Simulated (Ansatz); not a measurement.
```
Nb P
1.0
     3.32500    0.00000    0.00000
     0.00000    3.32500    0.00000
     0.00000    0.00000   11.38000
Nb P
4 4
Direct
  0.00000 0.00000 0.00000
  0.50000 0.50000 0.50000
  0.00000 0.50000 0.25000
  0.50000 0.00000 0.75000
  0.00000 0.00000 0.50000
  0.50000 0.50000 0.00000
  0.50000 0.00000 0.25000
  0.00000 0.50000 0.75000
```

Space group I4_1/amd; the calculation finds a residual pressure of about 19 GPa at this fixed cell. So large a residual pressure suggests that the database cell is idealised or belongs to other conditions.

The calculation used Ansatz 0.2.0, DFT PBE, scalar-relativistic, plane waves, PAW.

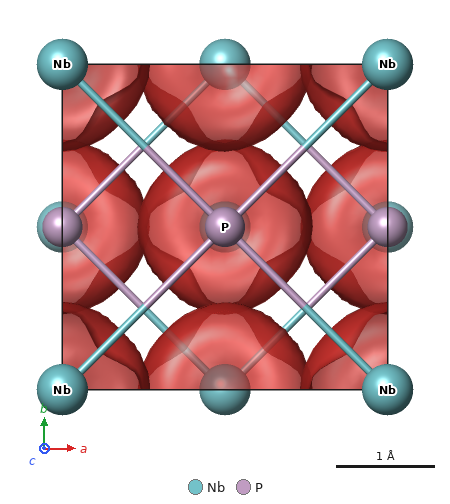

NbP. Density of the Kohn–Sham states from −0.25 to +0.25 eV about the Fermi level (the states at the Fermi level), scaled to one electron a cell: red surface at 0.03 1/Å³, in the conventional cell seen along the c axis.

In a PAW calculation such maps are meaningful between the atoms, not at the nuclei.

Question: What is the character of these states?

Answer: Löwdin projections on the PAW files' atomic orbitals give Nb 4d (70 %) and P 3p (25 %).
In space (atomic cells sized by Bader volumes) the density divides as Nb about 60 % and P about 40 %.
